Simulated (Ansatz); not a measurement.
```
CELL_PARAMETERS angstrom
2.64905 0.00000 0.00000
-1.32452 2.29414 0.00000
0.00000 0.00000 4.49492
ATOMIC_POSITIONS crystal
Rh 0.66667 0.33333 0.75000
Rh 0.33333 0.66667 0.25000
```

Space group P6₃/mmc; a structure from a database of computed crystals, not necessarily the ambient phase; changed on purpose from its base cell (strain -0.030 along x and y, +0.015 along z, atoms carried along); computed pressure about 3 GPa in this cell; computed without spin polarisation.

Level of theory: DFT r2SCAN, scalar-relativistic, plane waves, PAW (Ansatz).

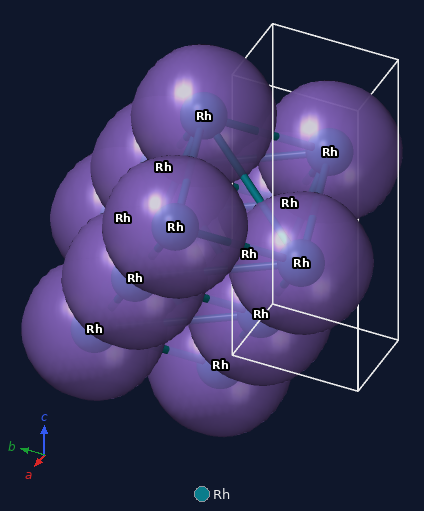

Rh. Isosurface of the valence electron density at 0.5 e/Å³ (purple), seen at an oblique angle. Sticks mark near contacts.

The density is the valence pseudo-density of a PAW calculation; it isn't the true density close to the nuclei.

What does this surface tell about the bonding?

Answer. At this value the density breaks into separate islands; it holds about 85 % of the electrons treated as valence (semicore included). It bridges none of the near contacts. It is pinched off along the sampled Rh–Rh (2.65 Å) and Rh–Rh (2.72 Å) contacts. On the grid the lowest density along these lines, outside the cores, is 0.39 e/Å³ (Rh–Rh, 2.65 Å) and 0.35 e/Å³ (Rh–Rh, 2.72 Å).

Does the calculation give a band gap?

Answer. It is metallic or semimetallic at this level of theory: no gap opens.
